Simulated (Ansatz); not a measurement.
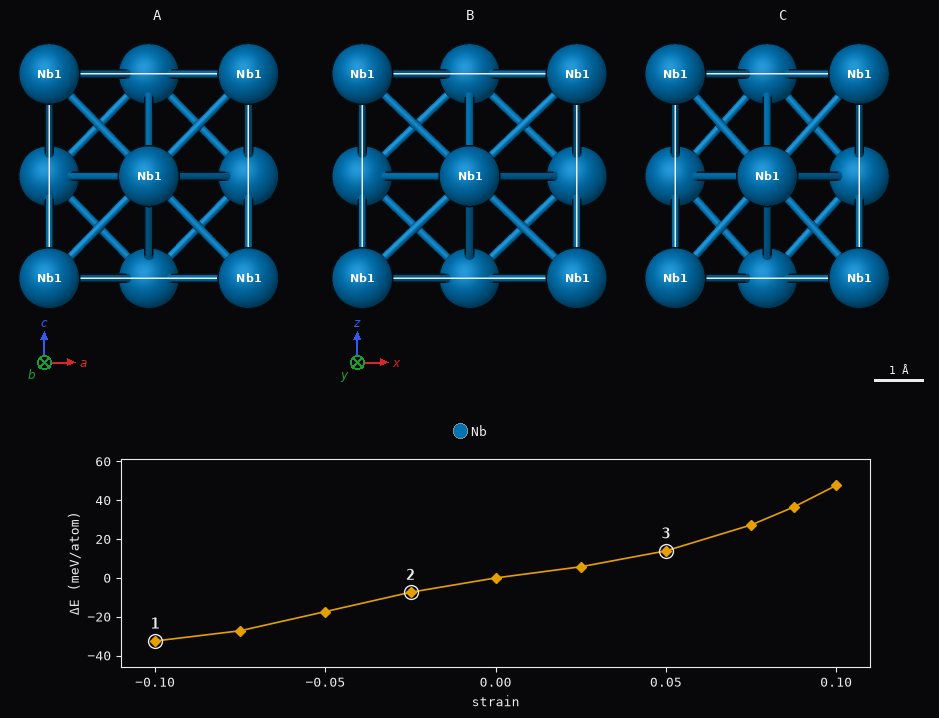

A crystal of Nb (Fm-3m): the cell is strained along x alone, with the atoms kept at their fractional coordinates. x, y and z are the Cartesian axes of the input. The frames are shuffled; the numbered points of the plot belong to them. A ball-and-stick model of the conventional cell (4 times the calculation's cell), seen along the b axis. Lengths and directions refer to the drawn axes.

All numbers below come from DFT r2SCAN, scalar-relativistic, plane waves, PAW in Ansatz. Settings: plane-wave cutoff 500 eV; k-point mesh 20 × 20 × 20; occupations gaussian; smearing width 0.15 eV; no spin polarisation. Energies (free energies at the smearing named) are counted from the cell as listed in its source, which wasn't relaxed.

Question: Match the frames to the points.

Answer: Point 1 is frame C (the strain −0.10, −32.5 meV/atom); 2 is frame A (the strain −0.025, −7.4 meV/atom); 3 is frame B (the strain 0.05, 13.9 meV/atom). Of the computed points the lowest is at the strain −0.10, −32.5 meV/atom. The energy is still falling at the end of the range, so the minimum along this coordinate lies there or beyond. The end points stand at −32.5 meV/atom (−0.10) and 47.7 meV/atom (0.10). The unrelaxed reference is under a pressure of −2.0 GPa, which tilts the curve. The distortion takes the space group from Fm-3m to I4/mmm. At the strain −0.10 the cell of the drawing goes a 4.230 → 3.807 Å.
